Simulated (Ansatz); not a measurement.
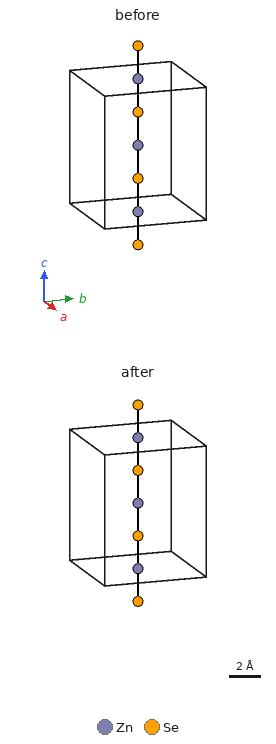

The structure of a wire of composition ZnSe before (top) and after (bottom) a relaxation, at one scale.

Style: ball-and-stick. Shown: the 2 repeat of the cell, with the vacuum cut short, slightly off an axis.

Case: linear chain of atoms.

The calculation used Ansatz, DFT PBE, scalar-relativistic, plane waves, PAW.

The input:
```yaml
crystal:
  lattice:
    - [9.0, 0.0, 0.0]
    - [0.0, 9.3, 0.0]
    - [0.0, 0.0, 4.4675273633]
  atoms:
    - { symbol: Zn, position: [0.5, 0.5, 0.0], spin: 0.5 }
    - { symbol: Se, position: [0.5, 0.5, 0.5], spin: 0.5 }
basis:
  ecutwfc: 420
kpoints:
  mp_grid: { grid: [1, 1, 15] }
hamiltonian:
  xc: pbe
scf:
  occupations: { method: gaussian, width: 0.05 }
output:
  forces: true
  stress: true
  eigenvalues: true
  populations: true
  write_density: true
  write_potential: true
  elf: true
  volumetric_format: npy
magnetization:
  spin_polarized: true
relax:
  adjacent_minimum: "off"
  f_tol: 0.01
  max_steps: 45
  cell: { fix: [a, b, alpha, beta, gamma], stress_tol: 0.03 }
```

Run as
```bash
ansatz run input.yaml --threads 2 --pin off --max-ram 5120MiB --backend cpu --events-out ev --progress --plain --runs-dir out
```

Question: Summarise the run.

Answer: Over 2 accepted moves (3 points after the start) the energy falls by 10.7 meV per cell of the calculation. All forces vanish by symmetry, so only the cell relaxes. The SCF was repeated once at an unchanged geometry on a basis and grid sized afresh for the cell, which shifted the energy by 0.2 meV per cell of the calculation at most. No atom moves by more than 0.005 Å relative to the layer's centre. Along the periodic axis the drawn cell goes c 8.935 → 8.815 Å (−1.3 %). Among the contacts that change: Zn1–Se2 2.234 → 2.204 Å. The program noted that the starting moments weren't kept.
